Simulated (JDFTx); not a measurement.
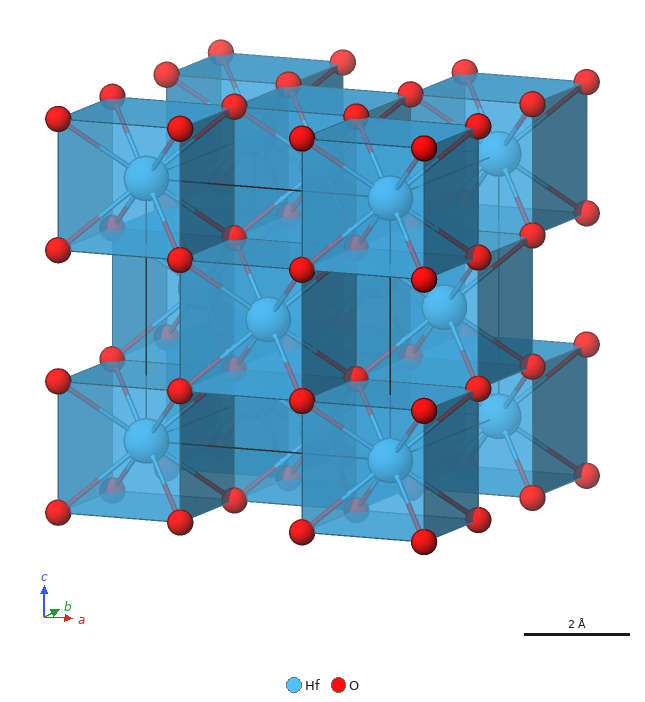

*The structure as given in the input (polyhedral view of the cell 4 times as large as that of the calculation, set on its symmetry axes, seen slightly off an axis; polyhedra are completed across the faces of the cell).*

# Band-structure run, with input and output: HfO2

System: HfO2 (3 atoms in the cell).
Method: Kohn-Sham DFT of a periodic cell, PBE, spin-orbit coupling, PseudoDojo-FR-PBE-0.4-standard, no spin polarisation (JDFTx 1.7.0 (patched build)).

The structure derives from an entry of the Crystallography Open Database.

**Input file**
```
lattice \
    0.0000000000     4.8329745637     4.8329745637 \
    4.8329745637     0.0000000000     4.8329745637 \
    4.8329745637     4.8329745637     0.0000000000
coords-type Lattice
ion Hf     0.0000000000     0.0000000000     0.0000000000 1
ion O      0.7500000000     0.7500000000     0.7500000000 1
ion O      0.2500000000     0.2500000000     0.2500000000 1

ion-species pseudo/Hf.upf
ion-species pseudo/O.upf
elec-cutoff 42 336
elec-ex-corr gga-PBE
elec-smearing Fermi 0.0018374661
elec-n-bands 37
spintype spin-orbit
electronic-minimize nIterations 30 energyDiffThreshold 1e-06
davidson-band-ratio 1.3
forces-output-coords Cartesian
include path.kpoints
symmetries none
fix-electron-density run.$VAR

dump-name bands.$VAR
dump End Ecomponents EigStats BandEigs Kpoints Forces
```

**File path.kpoints**
```
kpoint +0.0000000000 +0.0000000000 +0.0000000000 0.020000000000
kpoint +0.0714285714 +0.0000000000 +0.0714285714 0.020000000000
kpoint +0.1428571429 +0.0000000000 +0.1428571429 0.020000000000
kpoint +0.2142857143 +0.0000000000 +0.2142857143 0.020000000000
kpoint +0.2857142857 +0.0000000000 +0.2857142857 0.020000000000
kpoint +0.3571428571 +0.0000000000 +0.3571428571 0.020000000000
kpoint +0.4285714286 +0.0000000000 +0.4285714286 0.020000000000
kpoint +0.5000000000 +0.0000000000 +0.5000000000 0.020000000000
kpoint +0.5000000000 +0.0833333333 +0.5833333333 0.020000000000
kpoint +0.5000000000 +0.1666666667 +0.6666666667 0.020000000000
kpoint +0.5000000000 +0.2500000000 +0.7500000000 0.020000000000
kpoint +0.4375000000 +0.3125000000 +0.7500000000 0.020000000000
kpoint +0.3750000000 +0.3750000000 +0.7500000000 0.020000000000
kpoint +0.3281250000 +0.3281250000 +0.6562500000 0.020000000000
kpoint +0.2812500000 +0.2812500000 +0.5625000000 0.020000000000
kpoint +0.2343750000 +0.2343750000 +0.4687500000 0.020000000000
kpoint +0.1875000000 +0.1875000000 +0.3750000000 0.020000000000
kpoint +0.1406250000 +0.1406250000 +0.2812500000 0.020000000000
kpoint +0.0937500000 +0.0937500000 +0.1875000000 0.020000000000
kpoint +0.0468750000 +0.0468750000 +0.0937500000 0.020000000000
kpoint +0.0000000000 +0.0000000000 +0.0000000000 0.020000000000
kpoint +0.0833333333 +0.0833333333 +0.0833333333 0.020000000000
kpoint +0.1666666667 +0.1666666667 +0.1666666667 0.020000000000
kpoint +0.2500000000 +0.2500000000 +0.2500000000 0.020000000000
kpoint +0.3333333333 +0.3333333333 +0.3333333333 0.020000000000
kpoint +0.4166666667 +0.4166666667 +0.4166666667 0.020000000000
kpoint +0.5000000000 +0.5000000000 +0.5000000000 0.020000000000
kpoint +0.5250000000 +0.4500000000 +0.5250000000 0.020000000000
kpoint +0.5500000000 +0.4000000000 +0.5500000000 0.020000000000
kpoint +0.5750000000 +0.3500000000 +0.5750000000 0.020000000000
kpoint +0.6000000000 +0.3000000000 +0.6000000000 0.020000000000
kpoint +0.6250000000 +0.2500000000 +0.6250000000 0.020000000000
kpoint +0.5625000000 +0.2500000000 +0.6875000000 0.020000000000
kpoint +0.5000000000 +0.2500000000 +0.7500000000 0.020000000000
kpoint +0.5000000000 +0.2916666667 +0.7083333333 0.020000000000
kpoint +0.5000000000 +0.3333333333 +0.6666666667 0.020000000000
kpoint +0.5000000000 +0.3750000000 +0.6250000000 0.020000000000
kpoint +0.5000000000 +0.4166666667 +0.5833333333 0.020000000000
kpoint +0.5000000000 +0.4583333333 +0.5416666667 0.020000000000
kpoint +0.5000000000 +0.5000000000 +0.5000000000 0.020000000000
kpoint +0.4791666667 +0.4791666667 +0.5416666667 0.020000000000
kpoint +0.4583333333 +0.4583333333 +0.5833333333 0.020000000000
kpoint +0.4375000000 +0.4375000000 +0.6250000000 0.020000000000
kpoint +0.4166666667 +0.4166666667 +0.6666666667 0.020000000000
kpoint +0.3958333333 +0.3958333333 +0.7083333333 0.020000000000
kpoint +0.3750000000 +0.3750000000 +0.7500000000 0.020000000000
kpoint +0.6250000000 +0.2500000000 +0.6250000000 0.020000000000
kpoint +0.5833333333 +0.1666666667 +0.5833333333 0.020000000000
kpoint +0.5416666667 +0.0833333333 +0.5416666667 0.020000000000
kpoint +0.5000000000 +0.0000000000 +0.5000000000 0.020000000000
```

Launched with:
```bash
jdftx -c 1 -i bands.in -o bands.out
```

**What the program printed**
```
*************** JDFTx 1.7.0 (patched build) ***************

Input parsed successfully to the following command list (including defaults):
[... the input with its defaults ...]

---------- Initializing the Grid ----------
R =
[            0      4.83297      4.83297  ]
[      4.83297            0      4.83297  ]
[      4.83297      4.83297            0  ]
unit cell volume = 225.774
G =
[  -0.650033   0.650033   0.650033  ]
[   0.650033  -0.650033   0.650033  ]
[   0.650033   0.650033  -0.650033  ]
Minimum fftbox size, Smin = [  60  60  60  ]
Chosen fftbox size, S = [  60  60  60  ]

---------- Initializing tighter grid for wavefunction operations ----------
R =
[            0      4.83297      4.83297  ]
[      4.83297            0      4.83297  ]
[      4.83297      4.83297            0  ]
unit cell volume = 225.774
G =
[  -0.650033   0.650033   0.650033  ]
[   0.650033  -0.650033   0.650033  ]
[   0.650033   0.650033  -0.650033  ]
Minimum fftbox size, Smin = [  40  40  40  ]
Chosen fftbox size, S = [  40  40  40  ]

---------- Exchange Correlation functional ----------
Initalized PBE GGA exchange.
Initalized PBE GGA correlation.

---------- Setting up pseudopotentials ----------
Width of ionic core gaussian charges (only for fluid interactions / plotting) set to 0

Reading pseudopotential file 'pseudo/Hf.upf':
  'Hf' pseudopotential, 'PBE' functional
  Generated using ONCVPSP code by D. R. Hamann
  12 valence electrons, 6 orbitals, 14 projectors, 1001 radial grid points, with lMax = 3
    5S    l: 0   occupation:  2.0   eigenvalue: -2.457174
    5P    l: 1   occupation:  4.0   eigenvalue: -1.226609
    5P    l: 1   occupation:  2.0   eigenvalue: -1.512070
    5D    l: 2   occupation:  1.2   eigenvalue: -0.092552
    5D    l: 2   occupation:  0.8   eigenvalue: -0.109028
    6S    l: 0   occupation:  2.0   eigenvalue: -0.187816
  Core radius for overlap checks: 2.39 bohrs.

Reading pseudopotential file 'pseudo/O.upf':
  'O' pseudopotential, 'PBE' functional
  Generated using ONCVPSP code by D. R. Hamann
  6 valence electrons, 3 orbitals, 8 projectors, 936 radial grid points, with lMax = 2
    2S    l: 0   occupation:  2.0   eigenvalue: -0.880547
    2P    l: 1   occupation:  2.7   eigenvalue: -0.331401
    2P    l: 1   occupation:  1.3   eigenvalue: -0.332744
  Core radius for overlap checks: 1.39 bohrs.

Initialized 2 species with 3 total atoms.

Folded 50 k-points by 1x1x1 to 50 k-points.

---------- Setting up k-points, bands, fillings ----------
No reducable k-points.
Computing the number of bands and number of electrons
Calculating initial fillings.
nElectrons:  24.000000   nBands: 37   nStates: 50

----- Setting up reduced wavefunction bases (one per k-point) -----
average nbasis = 2931.400 , ideal nbasis = 2935.225

---------- Setting up ewald sum ----------
Optimum gaussian width for ewald sums = 2.051618 bohr.
Real space sum over 1331 unit cells with max indices [  5  5  5  ]
Reciprocal space sum over 3375 terms with max indices [  7  7  7  ]

---------- Allocating electronic variables ----------
Reading n from file 'run.n' ... done
Initializing wave functions:  linear combination of atomic orbitals
Note: number of bands (37) exceeds available atomic orbitals (36)

----------- Band structure minimization -------------
Minimization will be done independently for each quantum number.

---- Minimization of quantum number:     0  [ +0.0000000 +0.0000000 +0.0000000 ]  0.020000000 ----
BandDavidson: Iter:   0  Eband: +0.110109972077780
BandDavidson: Iter:   1  Eband: +0.102451850496723  dEband: -7.658122e-03
BandDavidson: Iter:   2  Eband: +0.101190042510877  dEband: -1.261808e-03
BandDavidson: Iter:   3  Eband: +0.100989381536402  dEband: -2.006610e-04
[... 610 lines of inner loops ...]
BandDavidson: Iter:   7  Eband: +0.103928988125687  dEband: -2.006273e-06
BandDavidson: Iter:   8  Eband: +0.103928363610788  dEband: -6.245149e-07
BandDavidson: Converged (dEband<1.000000e-06)
	FillingsUpdate:  mu: +0.528859934  nElectrons: 24.000000

Dumping 'bands.eigStats' ...
	eMin: -1.805993 at state 0 ( [ +0.000000 +0.000000 +0.000000 ] spin 0 )
	HOMO: +0.438489 at state 7 ( [ +0.500000 +0.000000 +0.500000 ] spin 0 )
	mu  : +0.528860
	LUMO: +0.577228 at state 49 ( [ +0.500000 +0.000000 +0.500000 ] spin 0 )
	eMax: +0.959509 at state 6 ( [ +0.428571 +0.000000 +0.428571 ] spin 0 )
	HOMO-LUMO gap: +0.138739
	Optical gap  : +0.138739 at state 7 ( [ +0.500000 +0.000000 +0.500000 ] spin 0 )
Done!
```

**Key numbers**

```json
{"quantity": "outcome", "value": "converged"}
{"quantity": "space group (tolerance 0.01 Å)", "value": "Fm-3m (225)"}
{"quantity": "electrons treated", "value": "24"}
{"quantity": "gap on the band path", "value": "3.78 eV"}
{"quantity": "hardware", "value": "1 thread of Intel Xeon (Sapphire Rapids), 16 GiB of memory available, shared host"}
{"quantity": "wall time", "value": "74 s"}
{"quantity": "peak memory", "value": "0.27 GiB"}
```
